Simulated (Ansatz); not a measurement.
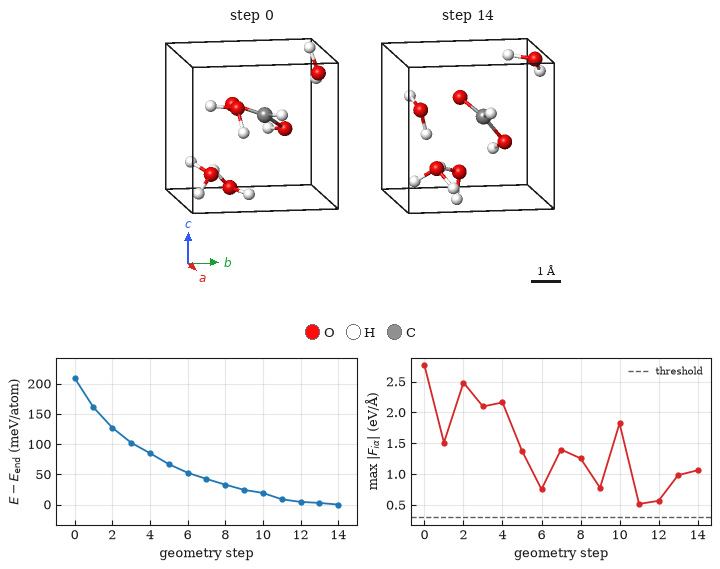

First and last geometry of a relaxation of an amorphous cell of composition H10CO6, with the history of the run. Style: ball-and-stick. Shown: the cell of the calculation, slightly off an axis.

The cell holds 4 H2O + 1 HCOOH. The run prepares the start of a later molecular dynamics calculation, from a guessed geometry.

The calculation used Ansatz, DFT r2SCAN, scalar-relativistic, plane waves, PAW. (plane-wave cutoff 500 eV; k-point mesh 1 × 1 × 1; occupations fermi dirac; smearing width 0.05 eV; no spin polarisation; atoms relaxed in a fixed cell; force threshold 0.3 eV/Å; at most 15 steps)

Did the run converge, and what did it change?

The relaxation stopped without meeting its thresholds, so the last structure isn't shown to be converged. It used up its limit of 15 steps. An H atom moves most: 1.50 Å roughly along [−1 3 0]. Largest moves by element: H 1.50 Å, O 1.28 Å, C 0.53 Å. The cell stays as it was. Some distances before and after: C–O 1.350 → 1.316 Å, C–H 1.096 → 1.125 Å, H–O 0.980 → 1.004 Å, H–O 0.969 → 0.986 Å. Bond angles that change, for instance: H–O–H 104.0° → 100.5°, H–O–H 104.0° → 106.6°, O–C–H 109.4° → 112.0°. Over 14 geometry steps the energy falls by 209 meV per atom. The largest force component goes from 2.8 to 1.1 eV/Å.

| step | E − E(0), meV/atom | largest force component, eV/Å |
| --- | --- | --- |
| 0 | 0.00 | 2.7622 |
| 1 | -48.51 | 1.5103 |
| 2 | -82.14 | 2.4830 |
| 3 | -106.96 | 2.0952 |
| 4 | -124.29 | 2.1613 |
| 5 | -142.45 | 1.3762 |
| 6 | -156.69 | 0.7529 |
| 7 | -166.92 | 1.3976 |
| 8 | -176.38 | 1.2555 |
| 9 | -185.05 | 0.7778 |
| 10 | -190.11 | 1.8218 |
| 11 | -200.63 | 0.5161 |
| 12 | -204.92 | 0.5657 |
| 13 | -206.61 | 0.9821 |
| 14 | -209.38 | 1.0607 |

Limits of the set-up: the periodic images lie only 5.3 Å apart, so the values are limited by the cell's size.
